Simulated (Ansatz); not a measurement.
Hf2B

The calculation's input:

```
crystal:
  lattice:
    - [3.0760693227, 0.0, 0.0]
    - [-1.5380346613, 2.6639541772, 0.0]
    - [0.0, 0.0, 10.9524264891]
  atoms:
    - { symbol: Hf, position: [0.0, 0.0, 0.1540686625] }
    - { symbol: Hf, position: [0.0, 0.0, 0.8459313375] }
    - { symbol: Hf, position: [0.3333333333, 0.6666666667, 0.3887446317] }
    - { symbol: Hf, position: [0.6666666667, 0.3333333333, 0.6112553683] }
    - { symbol: B, position: [0.3333333333, 0.6666666667, 0.9995010875] }
    - { symbol: B, position: [0.6666666667, 0.3333333333, 0.0004989125] }
basis:
  ecutwfc: 420
kpoints:
  mp_grid: { grid: [12, 12, 4] }
hamiltonian:
  xc: pbe
scf:
  occupations: { method: gaussian, width: 0.1 }
output:
  forces: true
  stress: true
  eigenvalues: true
  write_density: true
  write_potential: true
  elf: true
  volumetric_format: npy
relax:
  adjacent_minimum: "off"
  f_tol: 0.01
  max_steps: 30
  cell: { stress_tol: 0.1, fix: [volume] }
```

Launched as:

```sh
ansatz run input.yaml --threads 1 --pin off --max-ram 2560MiB --backend cpu --events-out ev --progress --plain --runs-dir out
```

Below, planes, directions and counts refer to the conventional cell (a = 3.08 Å, b = 3.08 Å, c = 10.94 Å, α = 90.00°, β = 90.00°, γ = 120.00°).

The fields are those of the relaxed geometry.

Space group P-3m1; a generated structure, not necessarily the stable one; changed on purpose from its base cell (volume × 0.91, shape and atoms relaxed); computed pressure about 15 GPa in this cell.

The calculation used DFT PBE, scalar-relativistic, plane waves, PAW (Ansatz).

Predict the valence pseudo-density and electron localisation function between the atoms.

Hf–Hf (3.08 Å): the density is about 0.21 e/Å³ at the midpoint; the ELF is about 0.25 at the midpoint; no localised pair shows between them.
The ELF has a maximum of about 0.75 in the space between the atoms, 2.1 Å from six Hf atoms, on no atom or two-centre bond.

Does the calculation make it a metal, or give it a gap?

It is gapless in this calculation (a metal or semimetal).

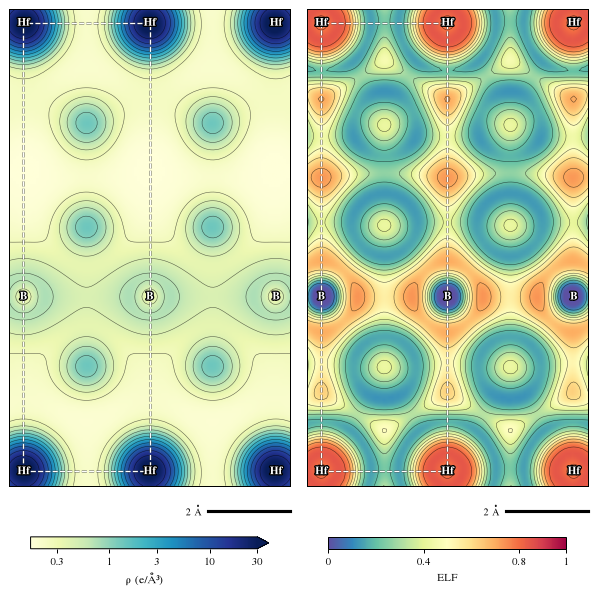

Computed valence pseudo-density and electron localisation function on the (100) plane of the conventional cell, in this order. Atoms just off the plane (Hf, 0.9 Å away and B, 0.9 Å away) can leave unmarked features too.

In a PAW calculation such maps are meaningful between the atoms, not at the nuclei.
